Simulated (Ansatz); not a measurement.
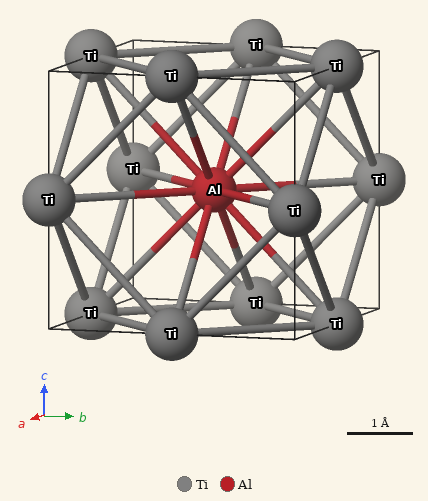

Normal modes of crystalline Ti$_{3}$Al (a generated structure), at the zone centre. A ball-and-stick model of the cell of the calculation, seen slightly off an axis.

The calculation used DFT PBE, scalar-relativistic, plane waves, PAW in Ansatz 0.2.0. Set-up: plane-wave cutoff 420 eV; k-point mesh 12 × 12 × 12; occupations fermi dirac; smearing width 0.15 eV; no spin polarisation.

The frequencies depend somewhat on the k-mesh and the smearing.

> Give the spectrum at this point.

The calculation's cell holds 4 atoms, so there are 9 optical modes, in 3 levels. The optical modes span 2T₁u + T₂u. No level is unstable.

```tsv
level	symmetry	frequency (cm⁻¹)	activity
1	T₁u	218	infrared-active
2	T₂u	243	silent
3	T₁u	286	infrared-active
```

The crystal is a metal, so free carriers screen the infrared response.

The displacement patterns (one member of each degenerate set):

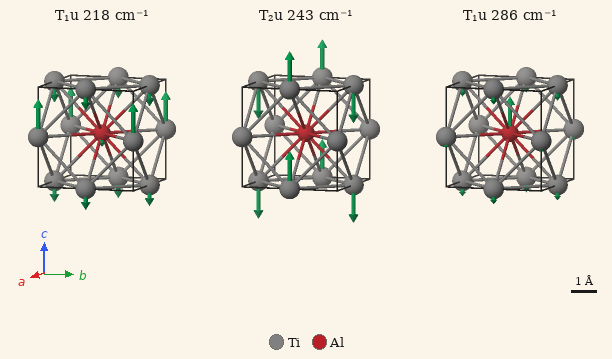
